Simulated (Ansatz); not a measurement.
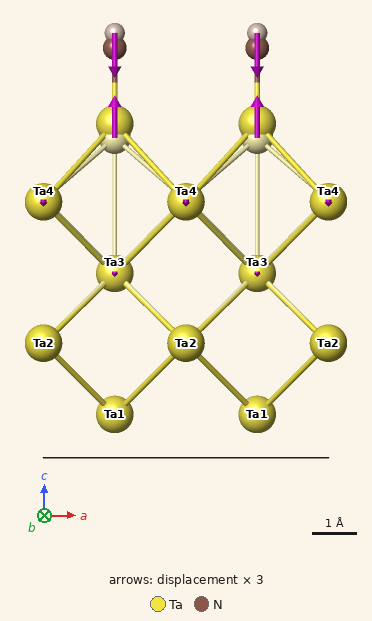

This is a constrained relaxation of a slab of composition Ta5N (cut from the Im-3m phase). The starting structure is drawn faded, the final one solid; purple arrows show the displacements, magnified 3 times.

The picture is a ball-and-stick view of the 2 × 2 repeat of the cell, outlined in the plane, without the vacuum, seen along the b axis.

Case: N put at a top Ta site. The slab is the (1 0 0) face of Ta with N on it. 2 atoms are held fixed.

All numbers below come from DFT PBEsol, scalar-relativistic, plane waves, PAW (Ansatz). Settings: plane-wave cutoff 420 eV; k-point mesh 9 × 9 × 1; occupations gaussian; smearing width 0.1 eV; no spin polarisation; dipole correction; atoms relaxed in a fixed cell; force threshold 0.03 eV/Å; at most 70 steps.

Q: What did the optimiser do to the structure, and how much energy did it gain?

A: After 5 geometry steps the energy has fallen by 2.628 eV per cell of the calculation. The largest force component goes from 5.1 to 0.019 eV/Å. The largest move is that of the N atom, 0.35 Å along the normal (−c). Largest moves by element: N 0.35 Å, Ta 0.33 Å. The lattice vectors keep their values. Some distances before and after: N–Ta 2.420 → 1.744 Å, Ta–Ta 3.077 → 3.446 Å, Ta–Ta 2.715 → 2.935 Å, Ta–Ta 3.313 → 3.255 Å. Among the angles between lasting bonds that change: Ta–Ta–Ta 117.4° → 104.5°, Ta–Ta–N 121.3° → 127.8°, Ta–Ta–Ta 74.3° → 68.0°.

Limits of the set-up: the periodic images lie only 3.3 Å apart, so the values are limited by the cell's size.
